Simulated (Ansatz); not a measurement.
System: InPd, space group Pm-3m (No. 221).

The given structure:
```yaml
crystal:
  lattice:
    - [3.27188, 0.00000, 0.00000]
    - [0.00000, 3.27188, 0.00000]
    - [0.00000, 0.00000, 3.27188]
  atoms:
    - { symbol: In, position: [0.00000, 0.00000, 0.00000] }
    - { symbol: Pd, position: [0.50000, 0.50000, 0.50000] }
```

Input of one of the runs behind the figure:
```
crystal:
  lattice:
    - [3.27188478, 0.0, 0.0]
    - [0.0, 3.27188478, 0.0]
    - [0.0, 0.0, 3.27188478]
  atoms:
    - { symbol: In, position: [0.0, 0.0, 0.0] }
    - { symbol: Pd, position: [0.5, 0.5, 0.5] }
kpoints:
  mp_grid: { grid: [13, 13, 13] }
  band_path:
    path:
      - [0.0, 0.0, 0.0]
      - [0.0, 0.5, 0.0]
      - [0.5, 0.5, 0.0]
      - [0.0, 0.0, 0.0]
      - [0.5, 0.5, 0.5]
      - [0.0, 0.5, 0.0]
      - [0.5, 0.5, 0.5]
      - [0.5, 0.5, 0.0]
    npoints: 14
scf:
  occupations: { method: fermi_dirac, width: 0.03 }
hamiltonian:
  xc: lda
  pseudopotentials: { kind: paw }
output:
  forces: true
  stress: true
  eigenvalues: true
  efg: { contact_densities: true }
  populations: true
  bader: true
  dos: { projected: true, de: 0.2, e_range: [-14, 8] }
  write_density: true
  write_potential: true
  elf: true
  volumetric_format: npy
```

Launched with:
```bash
ansatz run input.yaml --threads 1 --pin off --max-ram 2048MiB --backend cpu --events-out ev --progress --plain --runs-dir out
```

How it was computed, with Ansatz 0.2.0: periodic Kohn-Sham DFT of a crystal at fixed atoms, scaled to the stated factor times the given cell; pressure positive in compression. Level: LDA.

```
       setting            value
        method  frozen-core PAW
    relativity           scalar
        k mesh         13×13×13
   occupations      Fermi–Dirac
smearing width          0.03 eV
   wave cutoff           420 eV
       PAW set           soft_2
```

V(given) is 17.51 Å³/atom.

Predict the pressure against V/V(given). The V/V(given) takes the values 0.941, 0.970, 1.000, 1.030, 1.060.

The pressure falls from 1.3 GPa at V/V(given) 0.941 to −12.0 GPa at 1.060, and changes sign near 0.949. The volume at zero pressure from a fit of the pressures is 16.6 Å³/atom. The bulk modulus from that fit is 148 GPa.

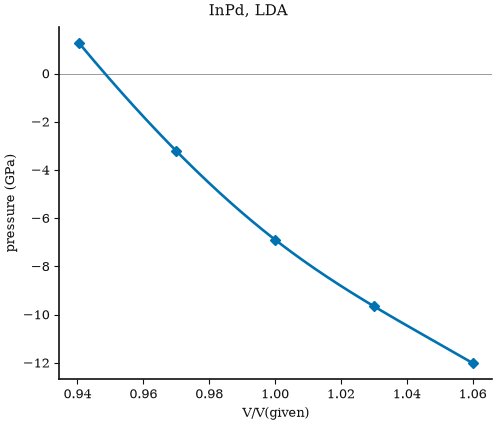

Limits of the calculation: PAW files made with PBE.
